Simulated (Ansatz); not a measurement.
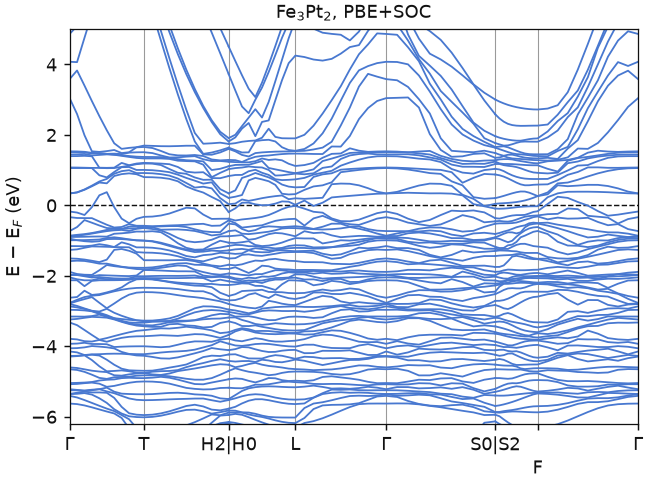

Band structure. Energies are counted from the Fermi level.

Question: What lattice type does the k path imply?

Answer: A rhombohedral lattice: the path Γ–T–H2|H0–L–Γ–S0|S2–F–Γ runs through the special points of its Brillouin zone.

Calculation on Fe3Pt2, space group R-3m (No. 166), 5 atoms in the cell.

Method: DFT PBE, spin-orbit coupling, plane waves, PAW, 12×12×12 k mesh, 420 eV cutoff, Gaussian smearing of 0.1 eV (Ansatz 0.2.0).

Question: Metal, semiconductor or insulator?

Answer: A metal: bands cross the Fermi level along this path.

Question: By band count a gap could open at this filling. What closes it?

Answer: The last band that the electron count would fill rises to 0.38 eV above the Fermi level between Γ and T, leaving holes there, and the next band dips to 0.19 eV below it at H2, holding electrons: an overlap of 0.56 eV.

The run is magnetic, with a net spin moment of 9.3 μB a cell, so time reversal doesn't pair the spinor levels. The run may have settled in a state above the lowest, so this need not be the ground state. The structure is an invented one, so it need not be a known or stable phase.
